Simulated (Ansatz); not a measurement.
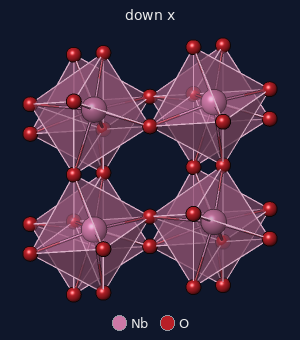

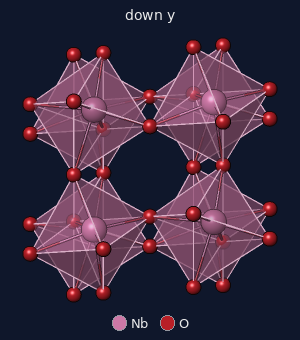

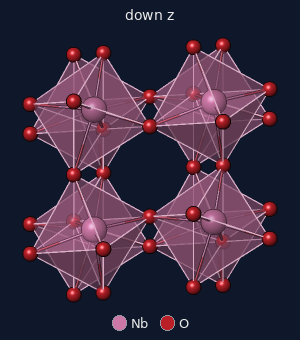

Blocks of 2 × 2 × 2 octahedra, seen down the three pseudocubic axes x, y and z (centre-to-centre directions). The cavity atoms are not drawn.

The compound is LiNbO3, taken as the end point of a relaxation with DFT, PBE, plane waves, PAW (Ansatz); the starting structure was generated, so it need not be a known form of this composition.

Which atoms centre the octahedra, which link them, and which fill the cavities?

Answer. Nb at the centres, O at the shared corners, Li in the cavities: a perovskite-type framework of corner-sharing octahedra.

Which views show in-phase and which out-of-phase tilting?

Answer. About x: out of phase, 13.4°; about y: out of phase, 13.4°; about z: out of phase, 13.4°. Glazer symbol a⁻a⁻a⁻ (angles are the components of the best-fitting rigid rotation, averaged over the octahedra).

What are the Nb–O–Nb angles?

Answer. Along x: 139.9°; along y: 139.9°; along z: 139.9°.

Which space group does the whole structure have?

Answer. R3c (No. 161).
